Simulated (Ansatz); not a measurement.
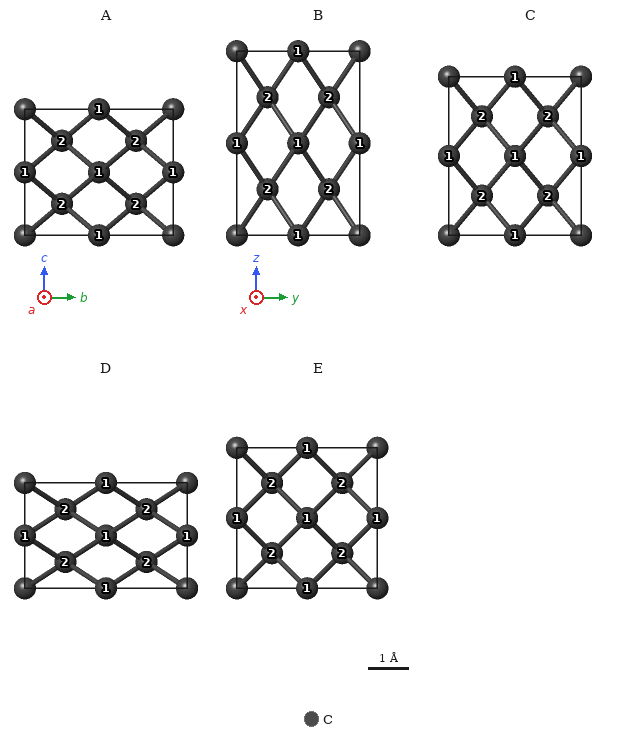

A scan of a crystal of C (Fd-3m): the ratio of the cell's length along z to its lengths across, counted as 1 for the reference, is changed at fixed volume (a tetragonal or Bain path), with the atoms kept at their fractional coordinates. x, y and z are the Cartesian axes of the input. A ball-and-stick model of the conventional cell (4 times the calculation's cell), seen along the a axis. Lengths and directions refer to the drawn axes.

Method: DFT r2SCAN, scalar-relativistic, plane waves, PAW in Ansatz 0.2.0. (plane-wave cutoff 500 eV; k-point mesh 12 × 12 × 12; occupations gaussian; smearing width 0.05 eV; no spin polarisation). Energies (free energies at the smearing named) are counted from the cell as listed in its source, which wasn't relaxed.

Rank the frames from lowest to highest energy.

Answer. Lowest first: E (the relative ratio 1.00, 0 meV/atom), A (the relative ratio 0.85, 272 meV/atom), C (the relative ratio 1.20, 433 meV/atom), D (the relative ratio 0.65, 1428 meV/atom), B (the relative ratio 1.50, 2277 meV/atom). Over the whole scan: the lowest computed point lies at the relative ratio 1.00 (0 meV/atom). At the ends of the scan the energy is 1428 meV/atom (0.65) and 2277 meV/atom (1.50). The unrelaxed reference is under a pressure of −2.4 GPa. The distortion takes the space group from Fd-3m to I4_1/amd. At the relative ratio 1.50 the cell of the drawing goes a 3.567 → 3.116 Å, b 3.567 → 3.116 Å, c 3.567 → 4.674 Å. The band gap on the mesh, 4.37 eV in the reference, closes at 0.65, 0.707, 0.78, 1.414, 1.50.
